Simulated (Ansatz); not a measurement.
**Si2Mo: density, localisation and related maps**

The calculation's input:

```
crystal:
  lattice:
    - [4.5854715599, 0.0, 0.0]
    - [-2.29273578, 3.9711348592, 0.0]
    - [0.0, 0.0, 6.5797601]
  atoms:
    - { symbol: Mo, position: [0.51437, 0.508672, 0.830883] }
    - { symbol: Mo, position: [-0.000203, 0.512057, 0.169228] }
    - { symbol: Mo, position: [0.501273, -0.011165, 0.500699] }
    - { symbol: Si, position: [0.159299, 0.326528, 0.490466] }
    - { symbol: Si, position: [0.680001, 0.837149, 0.158473] }
    - { symbol: Si, position: [0.833315, 0.168262, 0.834037] }
    - { symbol: Si, position: [0.831339, 0.675271, 0.495928] }
    - { symbol: Si, position: [0.331207, 0.16037, 0.163171] }
    - { symbol: Si, position: [0.159485, 0.83064, 0.833635] }
hamiltonian:
  xc: pbesol
  pseudopotentials: { kind: paw }
kpoints:
  mp_grid: { grid: [7, 7, 4] }
scf:
  occupations: { method: fermi_dirac, width: 0.05 }
output:
  forces: true
  stress: true
  eigenvalues: true
  write_density: true
  write_potential: true
  elf: true
  volumetric_format: npy
```

Command:

```sh
ansatz run input.yaml --threads 4 --pin off --max-ram 11264MiB --backend cpu --events-out ev --progress --plain --runs-dir out
```

Below, planes, directions and counts refer to the conventional cell (a = 4.59 Å, b = 4.59 Å, c = 6.58 Å, α = 90.00°, β = 90.00°, γ = 120.00°).

Space group P1; a structure from a database of computed crystals, not necessarily the ambient phase; changed on purpose from its base cell (atoms moved at random by about 0.05 A); not relaxed (largest force 1.4 eV/Å).

Level of theory: Ansatz 0.2.0, Kohn-Sham DFT of a periodic cell, PBEsol, Ansatz PAW.

The density is the valence pseudo-density of a PAW calculation; it isn't the true density close to the nuclei.

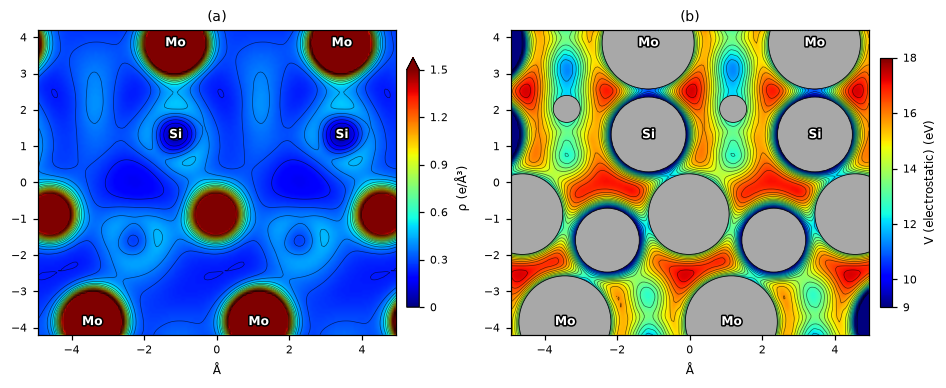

Figure 1. (a) valence electron density; (b) electrostatic potential (local pseudopotential plus Hartree) felt by an electron on the (011) plane of the conventional cell. Grey discs cover the atomic cores in the potential map.

Q: What does the map show?

A: The section cuts through Mo and Si sites.
Atoms just off the plane (Mo, 0.6 Å away and Si, 0.5 Å away) can leave unmarked features too.
Si–Mo (2.52 Å): ρ is about 0.47 e/Å³ halfway.
Between the atoms the lowest density in this plane is 0.15 e/Å³.
Outside the cores the potential energy rises away from the atoms and is highest about 1.7 Å from the nearest atoms; its zero is arbitrary.

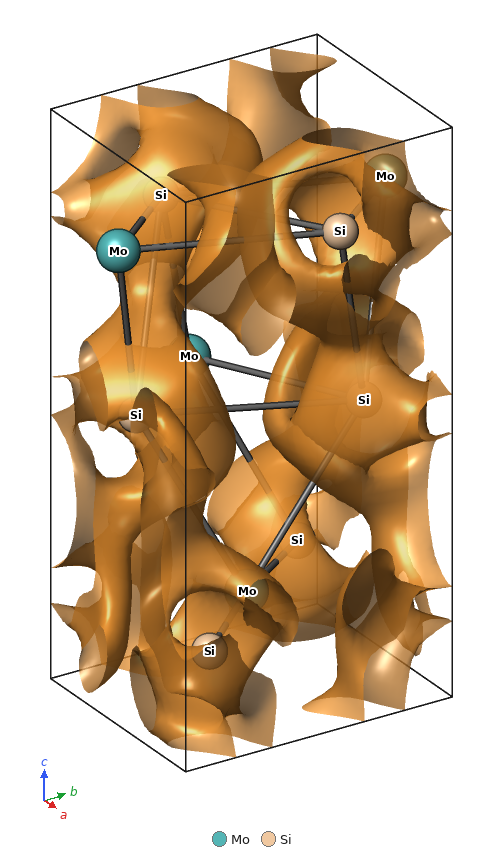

Figure 2. Isosurface of the electron localisation function at 0.6 (orange), seen slightly off an axis. Core shells and regions of very low density are left out. Sticks mark near contacts.

Q: What do the ELF domains correspond to?

A: At this value the surface marks out channels that run through the cell in one direction, counted in one cell of 9 atoms. Regions shared between cells count once. Along the contacts the grid gives the following. Si–Si (2.51 Å): the ELF peaks at about 0.70 between the atoms. Si–Mo (2.52 Å): the ELF peaks at about 0.70 in the valence shell of Si, 0.9 Å from its nucleus, and is about 0.40 at the midpoint.
